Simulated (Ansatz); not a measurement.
# Run report: Ti₄N₅, geometry relaxation (part 1 of 3)

Ti₄N₅ (slab, 9 atoms in the cell), computed with DFT PBEsol, scalar-relativistic, plane waves, PAW, no spin polarisation (Ansatz 0.2.0).

The structure derives from an entry of the Crystallography Open Database. The input holds or restrains some coordinates. Forces given for the steps count only the free coordinates. It belongs to a series of runs on one base structure; here: clean slab, lower half held.

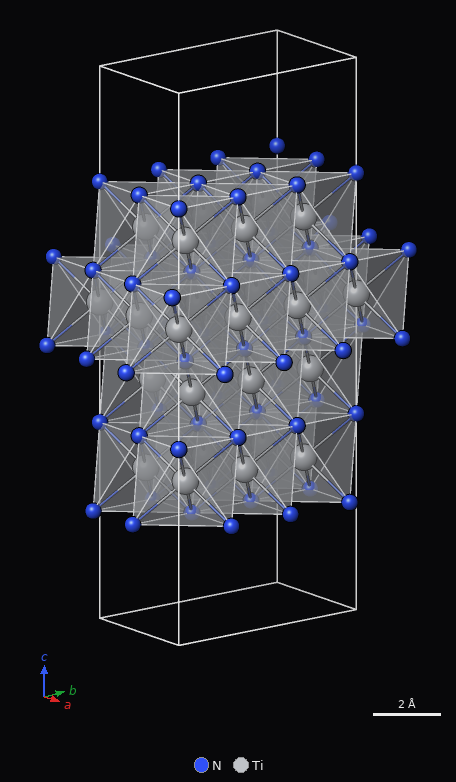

**Figure 1.** The starting structure (polyhedral view of the 2 × 3 repeat of the cell, with the vacuum cut short, seen slightly off an axis; polyhedra are completed across the faces of the cell). An atom can appear more than once, as a periodic image.

**Input file**
```yaml
crystal:
  lattice:
    - [2.9726300472, 0.0, 0.0]
    - [-1.4863150236, 2.5743731369, 0.0]
    - [0.0, 0.0, 26.7085690796]
  atoms:
    - { symbol: "N", position: [0.3333333333, 0.6666666667, 0.318249921] }
    - { symbol: Ti, position: [0.6666666667, 0.3333333333, 0.3636874408] }
    - { symbol: "N", position: [0.0, 0.0, 0.4091249605] }
    - { symbol: Ti, position: [0.3333333333, 0.6666666667, 0.4545624803] }
    - { symbol: "N", position: [0.6666666667, 0.3333333333, 0.5] }
    - { symbol: Ti, position: [0.0, 0.0, 0.5454375197] }
    - { symbol: "N", position: [0.3333333333, 0.6666666667, 0.5908750395] }
    - { symbol: Ti, position: [0.6666666667, 0.3333333333, 0.6363125592] }
    - { symbol: "N", position: [0.0, 0.0, 0.681750079] }
basis:
  ecutwfc: 420
kpoints:
  mp_grid: { grid: [12, 12, 1] }
hamiltonian:
  xc: pbesol
scf:
  occupations: { method: gaussian, width: 0.1 }
output:
  forces: true
  eigenvalues: true
  write_density: true
  write_potential: true
  elf: true
  volumetric_format: npy
relax:
  adjacent_minimum: "off"
  f_tol: 0.03
  max_steps: 70
  constraints: [{ sites: [0, 1, 2, 3] }]
efield:
  axis: 3
  dipole_correction: true
  ramp_width: 0.04
```

Machine: 2 threads of AMD EPYC (Zen 5), 176 GiB of memory available, shared host.

Launch command:
```bash
ansatz run input.yaml --threads 2 --pin off --max-ram 5120MiB --backend cpu --events-out ev --progress --plain --runs-dir out
```

**Output**
```
Engine: ansatz 0.2.0, x86_64-unknown-linux-gnu
Pseudopotentials: kind: paw
Pseudopotential: N, paw, valence charge 5, recommended cutoff 420 eV (normal), N.paw.azcp
Pseudopotential: Ti, paw, valence charge 12, recommended cutoff 420 eV (normal), Ti.paw.azcp
Functional definition: PBEsol
  exchange = pbesol_x
  correlation = pbesol_c
Crystal: 9 atoms, lattice volume = 204.392 Å³
Basis set: ecut = 420 eV, 3905 PW (Γ), exchange–correlation on 40×40×360 points (8 copies of the dense FFT grid, shifted against one another)
Bands: 46, of which v1, the nominal top of the filled ones, is band 37 counted from 1 (36 counted from 0)
Symmetry: 6 space group operations
k-points: 19 of 144 (time reversal used)
Non-local potential: N, projectors of the file, l = 0: 2, l = 1: 2, l = 2: 1
Non-local potential: Ti, projectors of the file, l = 0: 3, l = 1: 2, l = 2: 3, l = 3: 1
PAW form: soft (Blöchl's): semilocal exchange-correlation on the pseudo side does not see the compensation charge
PAW frozen core: N, regenerated for the run's functional, and the local potential with it (the file was generated under x = pbe(κ = 0.804, μ = 0.2195149727645171), c = pbe(β = 0.06672455060314922))
PAW frozen core: Ti, regenerated for the run's functional, and the local potential with it (the file was generated under x = pbe(κ = 0.804, μ = 0.2195149727645171), c = pbe(β = 0.06672455060314922))
PAW one-centre angular grid: N, 110 points (default); XC on 64 Gauss nodes
PAW one-centre angular grid: Ti, 590 points (default); XC on 64 Gauss nodes
Initial density: superposition of atomic densities (neutral atoms: chi_scale 0, normalization atom), corrected by the library's trained network
Initial wavefunctions: pseudopotential atomic-orbital guess
Functional: x = pbesol(κ = 0.804, μ = 0.12345679012345678), c = pbesol(β = 0.046)
SCF iter   1: F=—  HF=-11799.304622 eV  |F-HF|=—  |Δ(HF+E_count)|=         —  Δρ=1.79e-2  dr2=6.02e0  ethr=1.77e-3  p=0.000 e·Å  D=1.31e-13 V/Å  ΔV_dip=-0.00 eV  dr2_dipole=5.03e-6  V_vac-E_F(+/−)=7.88/7.88 eV  ⟨swp⟩=6.1  Hψ=3905  notcnv=0
efield: sawtooth ramp at fractional position 0.9800 (placed from the atoms, in the widest stretch of the axis that holds none; the zero of the levels goes with the place), width 0.0400; the density the first Hamiltonian is built on has a dipole p = 0.000 e·Å; the dipole correction subtracts the counter field D = 1.31e-13 V/Å, which shifts the + side's vacuum level by -0.00 eV against the − side's; the planar-averaged density in the ramp window peaks in size at 3.3e-5 e/Å³
preconditioner: auto → LDOS  [metal: Δε(μ)=0.038 eV  Ē_g=7.983 eV  σ=0.100 eV  W_gap=0.21  n_scr=18 (ndim 8)  ℏωp=16.6 eV  f_vac=0.546  D(μ)=2.76/eV (n_scr^D=12)  β→1.0]
SCF iter   2: F=—  HF=-11799.091582 eV  |F-HF|=—  |Δ(HF+E_count)|=   2.13e-1  Δρ=1.31e-2  dr2=2.11e0  ethr=1.77e-3  p=-0.000 e·Å  D=-2.16e-6 V/Å  ΔV_dip=0.00 eV  dr2_dipole=7.48e-5  V_vac-E_F(+/−)=8.22/8.22 eV  ⟨swp⟩=2.7  Hψ=1524  notcnv=0  defer=57
SCF iter   3: F=—  HF=-11799.005837 eV  |F-HF|=—  |Δ(HF+E_count)|=   8.57e-2  Δρ=3.23e-3  dr2=1.48e-1  ethr=1.77e-3  p=0.000 e·Å  D=1.62e-5 V/Å  ΔV_dip=-0.00 eV  dr2_dipole=4.81e-6  V_vac-E_F(+/−)=8.10/8.10 eV  ⟨swp⟩=2.5  Hψ=1320  notcnv=0  defer=46
SCF iter   4: F=—  HF=-11798.999821 eV  |F-HF|=—  |Δ(HF+E_count)|=   6.02e-3  Δρ=9.62e-4  dr2=9.55e-3  ethr=2.03e-4  p=-0.000 e·Å  D=-2.22e-5 V/Å  ΔV_dip=0.00 eV  dr2_dipole=1.21e-9  V_vac-E_F(+/−)=8.14/8.14 eV  ⟨swp⟩=1.9  Hψ=1251  notcnv=0  defer=44
SCF iter   5: F=—  HF=-11798.999571 eV  |F-HF|=—  |Δ(HF+E_count)|=   2.50e-4  Δρ=2.37e-4  dr2=7.84e-5  ethr=1.31e-5  p=-0.000 e·Å  D=-2.02e-6 V/Å  ΔV_dip=0.00 eV  dr2_dipole=1.16e-7  V_vac-E_F(+/−)=8.15/8.15 eV  ⟨swp⟩=2.3  Hψ=1278  notcnv=0  defer=44
SCF iter   6: F=—  HF=-11798.999646 eV  |F-HF|=—  |Δ(HF+E_count)|=   7.56e-5  Δρ=1.19e-4  dr2=5.99e-5  ethr=3.08e-8  p=-0.000 e·Å  D=-4.94e-6 V/Å  ΔV_dip=0.00 eV  dr2_dipole=2.80e-8  V_vac-E_F(+/−)=8.15/8.15 eV  ⟨swp⟩=26.1  Hψ=11665  notcnv=0
SCF iter   7: F=-11798.999675 eV  HF=-11798.999670 eV  |F-HF|=5.22e-6  |Δ(HF+E_count)|=   2.38e-5  Δρ=4.52e-5  dr2=6.86e-6  ethr=3.08e-8  p=-0.000 e·Å  D=-5.83e-6 V/Å  ΔV_dip=0.00 eV  dr2_dipole=3.94e-11  V_vac-E_F(+/−)=8.16/8.16 eV  ⟨swp⟩=14.7  Hψ=8486  notcnv=0
SCF 1 converged in 7 iterations: F = -11798.999675 eV  dr2 = 6.86e-6
  greatest PAW one-centre occupation: 0.999 electrons in one spin orbital (limit 2), on the Ti atom at site 7 (counted from 0), in its partial waves of l = 0
relax step   1: F+E_penalty+E_count = -11798.99967515 eV  Δ(F+E_penalty+E_count) = +0.000e0 eV  max|allowed force component| = 5.680e0 eV/Å  Δτ_max = 0.0000 Å  (7 SCF iters, dr2 threshold 2.25e-5 eV, accepted)
Initial density: handed on by an earlier stage of this run
Initial wavefunctions: those handed on with the density
iter 1 solved again at ethr=2.48e-3 eV; its pass at ethr=3.10e-3 eV (dr2=1.81e0 eV) is discarded
SCF iter   1: F=—  HF=-11800.167231 eV  |F-HF|=—  |Δ(HF+E_count)|=         —  Δρ=1.93e-2  dr2=1.86e0  ethr=2.48e-3  p=-0.000 e·Å  D=-5.95e-6 V/Å  ΔV_dip=0.00 eV  dr2_dipole=3.77e-1  V_vac-E_F(+/−)=8.20/8.20 eV  ⟨swp⟩=1.0  Hψ=2973  notcnv=0  defer=49
efield: sawtooth ramp at fractional position 0.9800 (handed on by an earlier solve), width 0.0400; the density the first Hamiltonian is built on has a dipole p = -0.000 e·Å; the dipole correction subtracts the counter field D = -5.95e-6 V/Å, which shifts the + side's vacuum level by +0.00 eV against the − side's; the planar-averaged density in the ramp window peaks in size at 4.3e-6 e/Å³
preconditioner: auto → LDOS  [metal: Δε(μ)=0.028 eV  Ē_g=8.112 eV  σ=0.100 eV  W_gap=0.16  n_scr=18 (ndim 8)  ℏωp=16.6 eV  f_vac=0.549  D(μ)=3.35/eV (n_scr^D=14)  β→1.0]
SCF iter   2: F=—  HF=-11800.245785 eV  |F-HF|=—  |Δ(HF+E_count)|=   7.86e-2  Δρ=2.85e-2  dr2=2.60e0  ethr=2.48e-3  p=0.025 e·Å  D=2.20e-2 V/Å  ΔV_dip=-0.59 eV  dr2_dipole=2.31e-1  V_vac-E_F(+/−)=7.56/8.14 eV  ⟨swp⟩=3.1  Hψ=1664  notcnv=0  defer=49
SCF iter   3: F=—  HF=-11799.973356 eV  |F-HF|=—  |Δ(HF+E_count)|=   2.72e-1  Δρ=3.13e-3  dr2=5.44e-2  ethr=2.48e-3  p=0.023 e·Å  D=2.05e-2 V/Å  ΔV_dip=-0.55 eV  dr2_dipole=2.03e-2  V_vac-E_F(+/−)=7.63/8.18 eV  ⟨swp⟩=2.2  Hψ=1493  notcnv=0  defer=49
SCF iter   4: F=—  HF=-11799.964429 eV  |F-HF|=—  |Δ(HF+E_count)|=   8.93e-3  Δρ=1.48e-3  dr2=1.27e-2  ethr=7.45e-5  p=0.012 e·Å  D=1.09e-2 V/Å  ΔV_dip=-0.29 eV  dr2_dipole=3.95e-3  V_vac-E_F(+/−)=7.88/8.17 eV  ⟨swp⟩=3.0  Hψ=1611  notcnv=0  defer=49
SCF iter   5: F=—  HF=-11799.963765 eV  |F-HF|=—  |Δ(HF+E_count)|=   6.64e-4  Δρ=3.08e-4  dr2=3.81e-4  ethr=1.74e-5  p=0.010 e·Å  D=9.22e-3 V/Å  ΔV_dip=-0.25 eV  dr2_dipole=9.57e-5  V_vac-E_F(+/−)=7.92/8.16 eV  ⟨swp⟩=2.0  Hψ=935  notcnv=0  defer=49
SCF iter   6: F=—  HF=-11799.963882 eV  |F-HF|=—  |Δ(HF+E_count)|=   1.17e-4  Δρ=1.47e-4  dr2=4.15e-5  ethr=5.21e-7  p=0.010 e·Å  D=8.75e-3 V/Å  ΔV_dip=-0.23 eV  dr2_dipole=2.32e-6  V_vac-E_F(+/−)=7.93/8.16 eV  ⟨swp⟩=2.8  Hψ=1571  notcnv=0  defer=49
SCF iter   7: F=-11799.963869 eV  HF=-11799.963884 eV  |F-HF|=1.52e-5  |Δ(HF+E_count)|=   2.84e-6  Δρ=6.76e-5  dr2=1.61e-5  ethr=5.69e-8  p=0.010 e·Å  D=8.69e-3 V/Å  ΔV_dip=-0.23 eV  dr2_dipole=2.20e-6  V_vac-E_F(+/−)=7.93/8.16 eV  ⟨swp⟩=26.6  Hψ=10948  notcnv=0
SCF 2 converged in 7 iterations: F = -11799.963869 eV  dr2 = 1.61e-5
relax step   2: F+E_penalty+E_count = -11799.96386926 eV  Δ(F+E_penalty+E_count) = -9.642e-1 eV  max|allowed force component| = 3.204e0 eV/Å  Δτ_max = 0.1807 Å  (7 SCF iters, dr2 threshold 1.00e-4 eV, accepted)
iter 1 solved again at ethr=1.44e-3 eV; its pass at ethr=3.10e-3 eV (dr2=1.05e0 eV) is discarded
SCF iter   1: F=—  HF=-11800.459498 eV  |F-HF|=—  |Δ(HF+E_count)|=         —  Δρ=1.76e-2  dr2=1.06e0  ethr=1.44e-3  p=0.010 e·Å  D=8.69e-3 V/Å  ΔV_dip=-0.23 eV  dr2_dipole=1.96e-1  V_vac-E_F(+/−)=7.85/8.08 eV  ⟨swp⟩=1.1  Hψ=3691  notcnv=0  defer=41
efield: sawtooth ramp at fractional position 0.9800 (handed on by an earlier solve), width 0.0400; the density the first Hamiltonian is built on has a dipole p = 0.010 e·Å; the dipole correction subtracts the counter field D = 8.69e-3 V/Å, which shifts the + side's vacuum level by -0.23 eV against the − side's; the planar-averaged density in the ramp window peaks in size at 5.8e-6 e/Å³
preconditioner: auto → LDOS  [metal: Δε(μ)=0.033 eV  Ē_g=8.124 eV  σ=0.100 eV  W_gap=0.18  n_scr=18 (ndim 8)  ℏωp=16.6 eV  f_vac=0.548  D(μ)=3.29/eV (n_scr^D=14)  β→1.0]
SCF iter   2: F=—  HF=-11800.898328 eV  |F-HF|=—  |Δ(HF+E_count)|=   4.39e-1  Δρ=3.96e-2  dr2=3.97e0  ethr=1.44e-3  p=0.084 e·Å  D=7.41e-2 V/Å  ΔV_dip=-1.98 eV  dr2_dipole=5.66e-3  V_vac-E_F(+/−)=6.17/8.15 eV  ⟨swp⟩=4.8  Hψ=3107  notcnv=0  defer=55  recentre
SCF iter   3: F=—  HF=-11800.319672 eV  |F-HF|=—  |Δ(HF+E_count)|=   5.79e-1  Δρ=9.35e-3  dr2=3.36e-1  ethr=1.44e-3  p=0.057 e·Å  D=5.03e-2 V/Å  ΔV_dip=-1.34 eV  dr2_dipole=2.62e-2  V_vac-E_F(+/−)=6.77/8.11 eV  ⟨swp⟩=4.4  Hψ=2708  notcnv=0  defer=56
SCF iter   4: F=—  HF=-11800.274652 eV  |F-HF|=—  |Δ(HF+E_count)|=   4.50e-2  Δρ=1.32e-3  dr2=1.77e-2  ethr=4.60e-4  p=0.064 e·Å  D=5.63e-2 V/Å  ΔV_dip=-1.50 eV  dr2_dipole=6.91e-3  V_vac-E_F(+/−)=6.63/8.14 eV  ⟨swp⟩=2.8  Hψ=1410  notcnv=0  defer=58
SCF iter   5: F=—  HF=-11800.273433 eV  |F-HF|=—  |Δ(HF+E_count)|=   1.22e-3  Δρ=3.86e-4  dr2=1.25e-3  ethr=2.43e-5  p=0.068 e·Å  D=6.03e-2 V/Å  ΔV_dip=-1.61 eV  dr2_dipole=2.67e-4  V_vac-E_F(+/−)=6.54/8.15 eV  ⟨swp⟩=2.0  Hψ=1331  notcnv=0  defer=58
SCF iter   6: F=—  HF=-11800.273480 eV  |F-HF|=—  |Δ(HF+E_count)|=   4.67e-5  Δρ=2.80e-4  dr2=1.71e-4  ethr=1.71e-6  p=0.068 e·Å  D=6.06e-2 V/Å  ΔV_dip=-1.62 eV  dr2_dipole=2.53e-6  V_vac-E_F(+/−)=6.53/8.15 eV  ⟨swp⟩=2.1  Hψ=1178  notcnv=0  defer=55
SCF iter   7: F=—  HF=-11800.273499 eV  |F-HF|=—  |Δ(HF+E_count)|=   1.98e-5  Δρ=2.02e-4  dr2=9.03e-5  ethr=1.37e-7  p=0.068 e·Å  D=6.05e-2 V/Å  ΔV_dip=-1.61 eV  dr2_dipole=2.75e-6  V_vac-E_F(+/−)=6.54/8.15 eV  ⟨swp⟩=23.4  Hψ=10203  notcnv=0
SCF iter   8: F=—  HF=-11800.273484 eV  |F-HF|=—  |Δ(HF+E_count)|=   1.56e-5  Δρ=1.01e-4  dr2=2.40e-5  ethr=1.24e-7  p=0.068 e·Å  D=6.05e-2 V/Å  ΔV_dip=-1.62 eV  dr2_dipole=5.64e-7  V_vac-E_F(+/−)=6.54/8.15 eV  ⟨swp⟩=15.9  Hψ=9167  notcnv=0
SCF iter   9: F=-11800.273477 eV  HF=-11800.273479 eV  |F-HF|=1.76e-6  |Δ(HF+E_count)|=   4.75e-6  Δρ=2.77e-5  dr2=2.13e-6  ethr=3.29e-8  p=0.068 e·Å  D=6.05e-2 V/Å  ΔV_dip=-1.62 eV  dr2_dipole=1.56e-7  V_vac-E_F(+/−)=6.54/8.15 eV  ⟨swp⟩=15.6  Hψ=8887  notcnv=0
SCF 3 converged in 9 iterations: F = -11800.273477 eV  dr2 = 2.13e-6
relax step   3: F+E_penalty+E_count = -11800.27347734 eV  Δ(F+E_penalty+E_count) = -3.096e-1 eV  max|allowed force component| = 1.004e0 eV/Å  Δτ_max = 0.1647 Å  (9 SCF iters, dr2 threshold 1.00e-4 eV, accepted)
```
